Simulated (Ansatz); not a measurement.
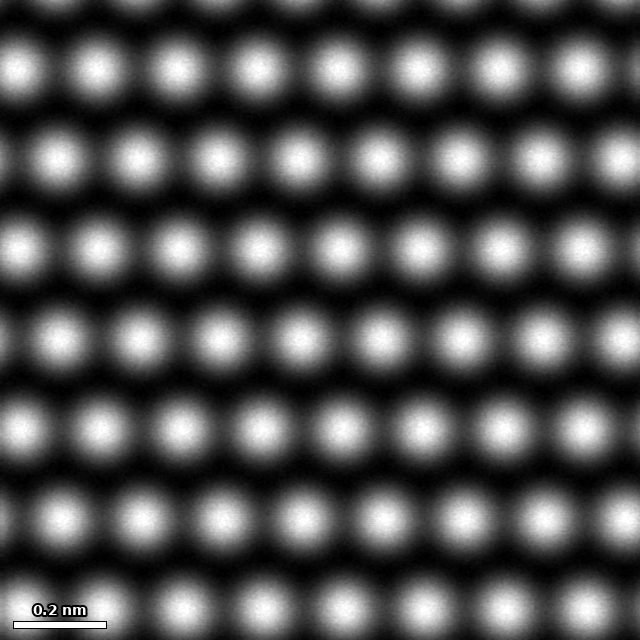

Z-contrast image of Tl (Im-3m, No. 229). Simulated incoherent Z contrast: every atom adds Z^1.8 spread by a probe of 1.10 Å full width; channelling and multiple scattering are left out. Shot noise and a slight drift were added. Model: the geometry given to an electronic-structure calculation, possibly off equilibrium; the starting structure was generated, so it need not be a known form of this composition.

```yaml
crystal:
  lattice:
    - [3.93901, 0.00000, 0.00000]
    - [0.00000, 3.93901, 0.00000]
    - [0.00000, 0.00000, 3.93901]
  atoms:
    - { symbol: Tl, position: [0.00000, 0.00000, 0.00000] }
    - { symbol: Tl, position: [0.50000, 0.50000, 0.50000] }
```

Q: Along which zone axis is the crystal seen: [210], [211], [221] or [001]? (Directions equivalent by symmetry count as one.)

A: [210]. The projected cells are 1.76 × 2.16 Å, 114° for [210]; 1.14 × 2.79 Å, 90° for [211]; 0.93 × 2.79 Å, 90° for [221]; 2.79 × 2.79 Å, 90° for [001], and the image repeats as the [210] one does.
